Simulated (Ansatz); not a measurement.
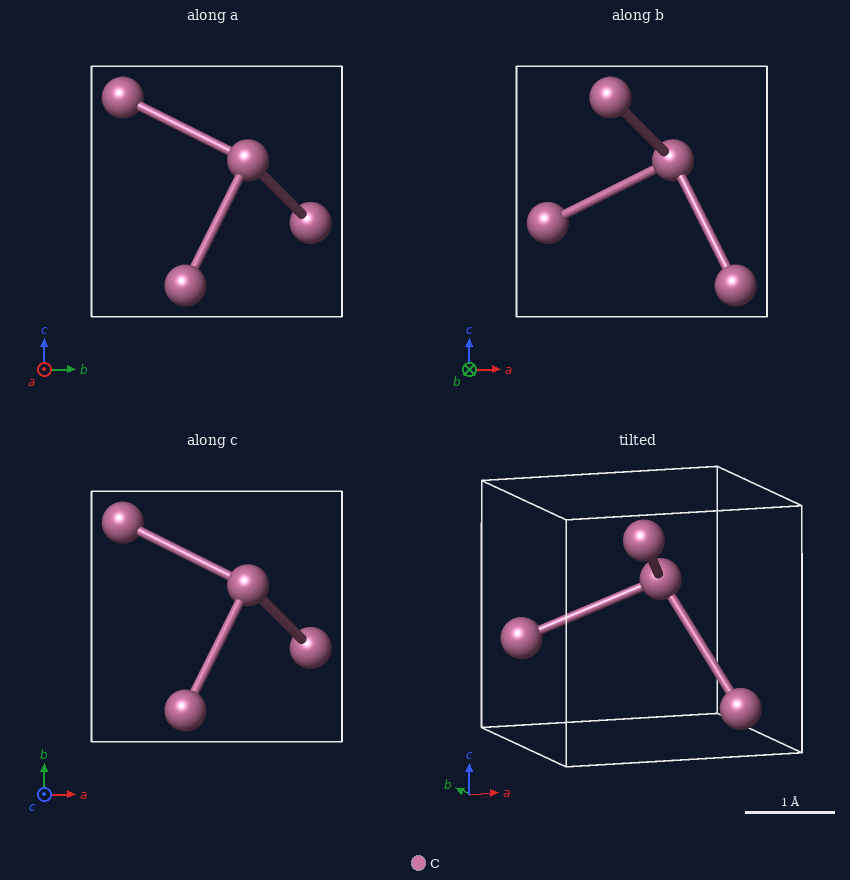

Crystal structure, ball-and-stick style, seen along the a axis, along the b axis, along the c axis and slightly off an axis. The conventional unit cell is outlined; an atom on or near a face, edge or corner is repeated at each equivalent position.

Lattice parameters: a = 2.845 Å, b = 2.845 Å, c = 2.845 Å, α = 90.00°, β = 90.00°, γ = 90.00°.

**Give the structure in the form of a table of Wyckoff sites.**

Space group P4_332 (No. 212).
| atom | site | x | y | z |
| --- | --- | --- | --- | --- |
| C | 4b | 0.6250 | 0.6250 | 0.6250 |

It goes back to a structure type filled with this element by a generator (whether the element takes this form wasn't checked). The structure drawn was relaxed with Ansatz 0.2.0, DFT PBE, scalar-relativistic, plane waves, PAW.
